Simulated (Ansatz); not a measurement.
# ZnO: what the fields show

The calculation's input:

```
crystal:
  lattice:
    - [4.9340758593, 0.0, 0.0]
    - [-2.4670379297, 4.2730350384, 0.0]
    - [0.0, 0.0, 3.4589743663]
  atoms:
    - { symbol: Zn, position: [0.0, 0.0, 0.0] }
    - { symbol: O, position: [0.0, 0.0, 0.5] }
basis:
  ecutwfc: 420
kpoints:
  mp_grid: { grid: [6, 6, 8] }
  band_path:
    path:
      - [[0.0, 0.0, 0.0], [0.5, 0.0, 0.0], [0.33333333, 0.33333333, 0.0], [0.0, 0.0, 0.0], [0.0, 0.0, 0.5], [0.5, 0.0, 0.5], [0.33333333, 0.33333333, 0.5], [0.0, 0.0, 0.5]]
      - [[0.5, 0.0, 0.5], [0.5, 0.0, 0.0]]
      - [[0.33333333, 0.33333333, 0.5], [0.33333333, 0.33333333, 0.0]]
    npoints: 14
hamiltonian:
  xc: pbe
scf:
  occupations: { method: gaussian, width: 0.02 }
  n_extra_bands: 6
output:
  forces: true
  stress: true
  eigenvalues: true
  populations: true
  dos: { projected: true, de: 0.02, nscf_kmesh: { grid: [9, 9, 12] } }
  bader: true
  write_density: true
  write_potential: true
  elf: true
  volumetric_format: npy
```

Launched as:

```sh
ansatz run input.yaml --threads 1 --pin off --max-ram 2560MiB --backend cpu --events-out ev --progress --plain --runs-dir out
```

Below, planes, directions and counts refer to the conventional cell (a = 4.93 Å, b = 4.93 Å, c = 3.46 Å, α = 90.00°, β = 90.00°, γ = 120.00°).

Space group P6/mmm; a structure generated by program, which may or may not match a known phase.

Computed with DFT PBE, scalar-relativistic, plane waves, PAW in Ansatz.

The density is the valence pseudo-density of a PAW calculation; it isn't the true density close to the nuclei.

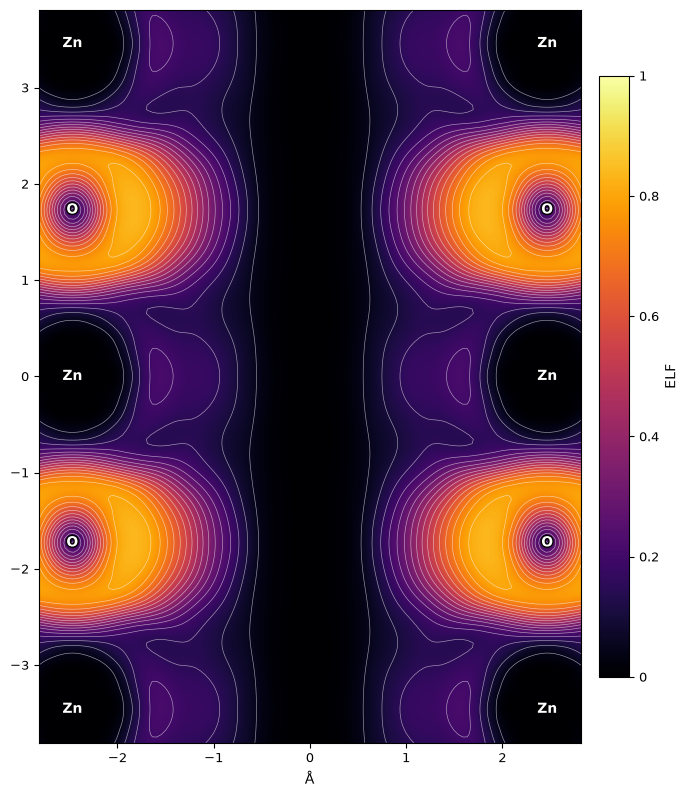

Figure 1. Electron localisation function on the (010) plane of the conventional cell.

### Describe what can be read from this map.

The plane passes through Zn and O nuclei.
Zn–O (1.73 Å): the ELF peaks at about 0.80 in the valence shell of O, 0.6 Å from its nucleus, and is about 0.40 at the midpoint.
The ELF also peaks beside O, away from the bonds: lone-pair regions.

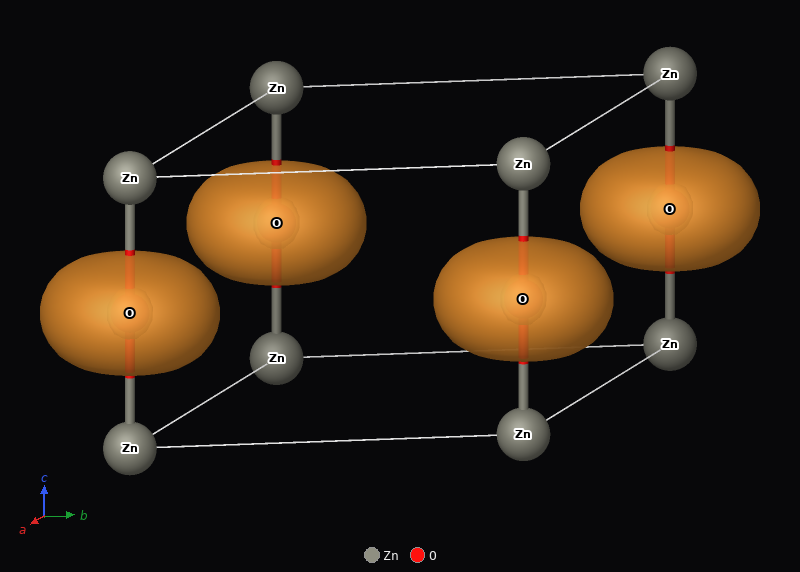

Figure 2. Isosurface of the ELF at 0.6 (orange), seen slightly off an axis. Only the valence region is drawn (cores and ρ < 0.01 e/Å³ removed). Sticks mark near contacts.

### Identify the bonds, lone pairs and shells in this picture.

At this value the surface marks out one region wrapped around O (its valence shell), counted in one cell of 2 atoms. Any copies at cell faces, edges or corners count once.

### What Bader charges does the calculation give?

Electrons move from Zn towards O. Bader charges: Zn +1.20 and O −1.20 e.

### Does the calculation make it a metal, or give it a gap?

It is gapped, with a Kohn–Sham gap of 1.8 eV on the k-point mesh, an upper bound to the gap of this method.
